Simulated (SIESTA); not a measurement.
## A series of single points on CuO

System: CuO (C2/c, 4 atoms in the cell).
Method: Kohn-Sham DFT of a periodic cell, PBEsol, PseudoDojo 0.4 standard, converted to PSML, no spin polarisation (SIESTA 5.4.2).

The 7 runs differ only in the geometry, by an even scaling of the cell at fixed fractional positions. The structure derives from an entry of the Crystallography Open Database.

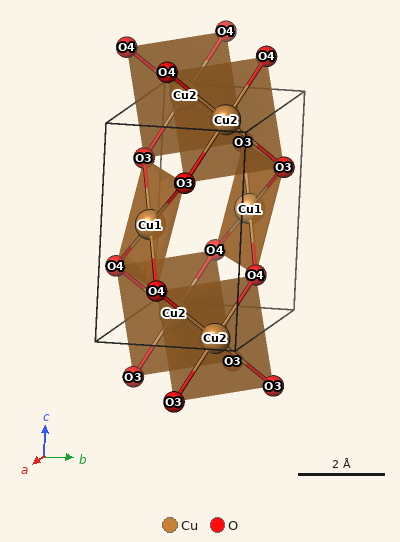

Figure 1. The structure of run 4 (polyhedral view of the cell 2 times as large as that of the calculation, set on its symmetry axes, seen slightly off an axis; polyhedra are completed across the faces of the cell; atoms are numbered from 1 in the order of the input). An atom can appear more than once, as a periodic image.

### Input of run 4
```
SystemName                      Tenorite
SystemLabel                     CuO
NumberOfSpecies                 2
NumberOfAtoms                   4
%block ChemicalSpeciesLabel
  1  29 Cu
  2   8 O
%endblock ChemicalSpeciesLabel

LatticeConstant                 1.0 Ang
%block LatticeVectors
     2.3418500000    -1.7113000000     0.0000000000
     2.3418500000     1.7113000000     0.0000000000
    -0.8500274268     0.0000000000     5.0578693947
%endblock LatticeVectors
AtomicCoordinatesFormat         Fractional
%block AtomicCoordinatesAndAtomicSpecies
     0.5000000000     0.0000000000     0.5000000000  1  Cu
     0.0000000000     0.5000000000     0.0000000000  1  Cu
     0.4184000000     0.5816000000     0.7500000000  2  O
     0.5816000000     0.4184000000     0.2500000000  2  O
%endblock AtomicCoordinatesAndAtomicSpecies

%block kgrid.MonkhorstPack
   10   0   0  0.0
    0  10   0  0.0
    0   0   5  0.0
%endblock kgrid.MonkhorstPack
XC.Functional                   GGA
XC.Authors                      PBEsol
PAO.BasisSize                   DZP
PAO.EnergyShift                 0.003 Ry
Mesh.Cutoff                     800 Ry
OccupationFunction              FD
ElectronicTemperature           0.05 eV
MaxSCFIterations                120
SCF.MustConverge                false
SCF.Mixer.Method                Pulay
SCF.Mixer.Weight                0.25
SCF.Mixer.History               8
SCF.DM.Tolerance                5.0e-05
SCF.H.Tolerance                 1.0e-03 eV
WriteForces                     true
Charge.Mulliken                 end
%block PAO.Basis
  Cu 5
  n=3 0 2
    2.374 0.000
  n=4 0 2
    7.224 0.000
  n=3 1 2
    2.662 0.000
  n=4 1 1
    7.224
  n=3 2 2
    4.908 0.000
%endblock PAO.Basis
```

Command:
```bash
siesta CuO.fdf > CuO.out 2>&1
```

Lattice vectors (Å) and fractional positions of run 4:
```
   2.341850   -1.711300    0.000000
   2.341850    1.711300    0.000000
  -0.850027    0.000000    5.057869
Cu  0.500000 -0.000000  0.500000
Cu  0.000000  0.500000  0.000000
O   0.418400  0.581600  0.750000
O   0.581600  0.418400  0.250000
```

Run 3 differs from it as follows:
```diff
-     2.3418500000    -1.7113000000     0.0000000000
-     2.3418500000     1.7113000000     0.0000000000
-    -0.8500274268     0.0000000000     5.0578693947
+     2.3261324123    -1.6998144190     0.0000000000
+     2.3261324123     1.6998144190     0.0000000000
+    -0.8443223728     0.0000000000     5.0239229397
```

### Results, with one run withheld

| run | volume per atom (Å³) | free energy per atom, from the lowest run given (meV) | pressure (GPa) |
| --- | --- | --- | --- |
| 1 | 9.527 | 17.01 | 11.12 |
| 2 | 9.730 | 5.93 | 6.49 |
| 3 | 9.932 | ? | ? |
| 4 | 10.135 | 0.00 | −1.51 |
| 5 | 10.338 | 4.00 | −4.75 |
| 6 | 10.540 | 11.90 | −7.70 |
| 7 | 10.743 | 23.39 | −10.40 |

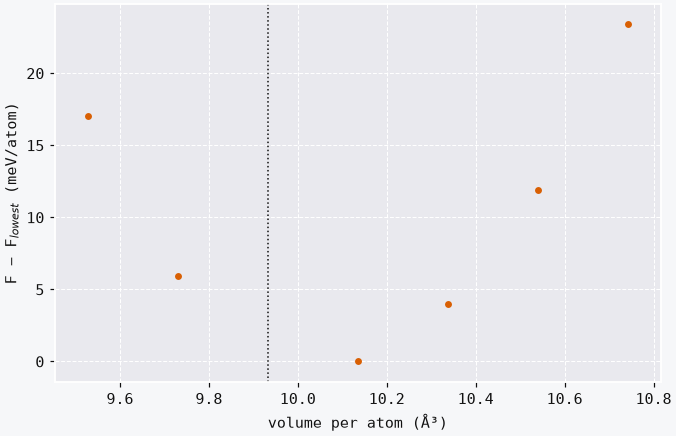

Figure 2. Free energy per atom of the runs given; the dotted line marks run 3.

Estimate the energy of run 3 from the others.

A cubic polynomial in V^(−2/3) (the Birch–Murnaghan form), fitted to the 6 runs given, misses them by at most 0.01 meV per atom. With x = V^(−2/3) − 0.21326 Å⁻², it reads F = 0.1975 − 793.36 x + 2.7752e+05 x² + 4.7595e+05 x³ (meV per atom). At run 3 it gives 0.48 meV per atom, and the run itself gives 0.42. The slope of the fit gives a pressure −dF/dV of 2.28 GPa there, and the run prints 2.28 GPa. The fit has its minimum at 10.053 Å³ per atom, where V d²F/dV² gives 183 GPa. Cell shape and fractional positions are held, so this is the stiffness under even scaling; the relaxed bulk modulus wasn't computed.

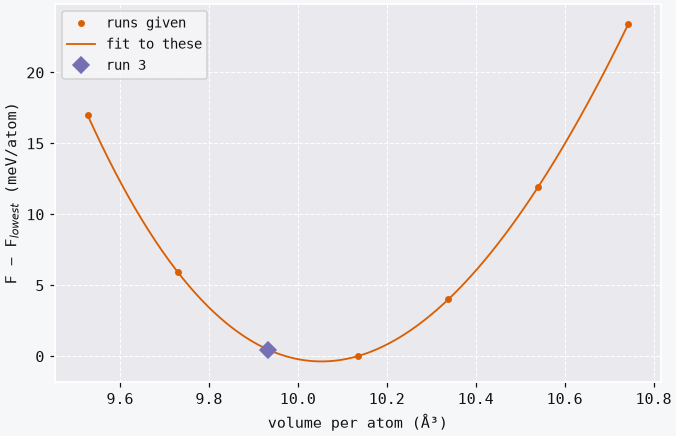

Figure 3. The fit and the withheld run.

### Some lines of the output (run 3)
```
[...]
outcell: Cell volume (Ang**3)        :     39.7291
stepf: Fermi-Dirac step function
siesta: Etot    =    -11160.573708
siesta: FreeEng =    -11160.612399
        iscf     Eharris(eV)        E_KS(eV)     FreeEng(eV)     dDmax    Ef(eV) dHmax(eV)
siesta: E_KS(eV) =           -11204.3989
siesta: E_KS - E_eggbox =    -11204.3989
siesta: Etot    =    -11204.398884
siesta: FreeEng =    -11204.417979
siesta:         Fermi =      -3.611273
siesta: Cell volume =         39.729116 Ang**3
    Orbital volume contribution        =           2.175151 eV
```

Notes: Points of doubt noted for this run: mulliken charges of long orbitals. The run has no spin polarisation, so a magnetic state may lie lower. With a small basis of atomic orbitals these values can differ much from converged plane-wave results.
